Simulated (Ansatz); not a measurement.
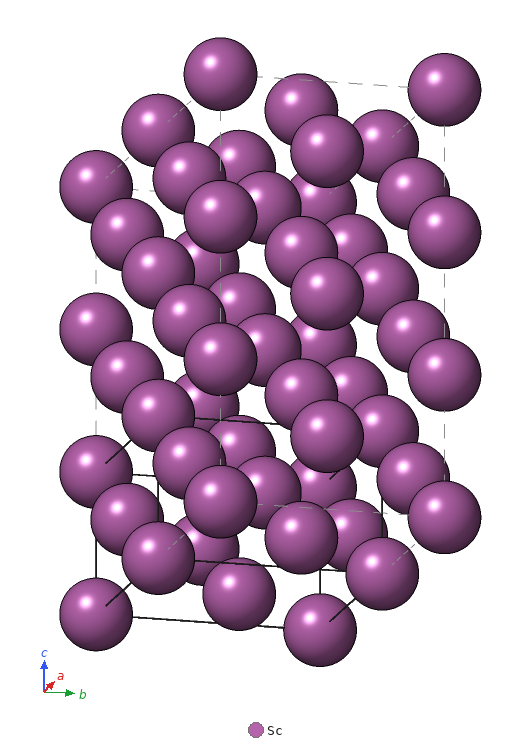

This spheres-only model is shown from a general direction. The structure is repeated 2×1×3 times; solid lines mark one unit cell. Cell: a = 5.423 Å, b = 5.423 Å, c = 3.435 Å, α = 90.00°, β = 90.00°, γ = 90.00°.

The element is scandium. Strictly the space group is Pm (No. 6, within 0.01 Å). It is a distorted form of a body-centred cubic structure, space group Im-3m (No. 229) within 0.60 Å: body-centred cubic (W type). The cell holds four atoms.

The structure comes from a structure listed in the Materials Project. The cell was then strained or its atoms displaced on purpose. It went into a calculation with Ansatz.
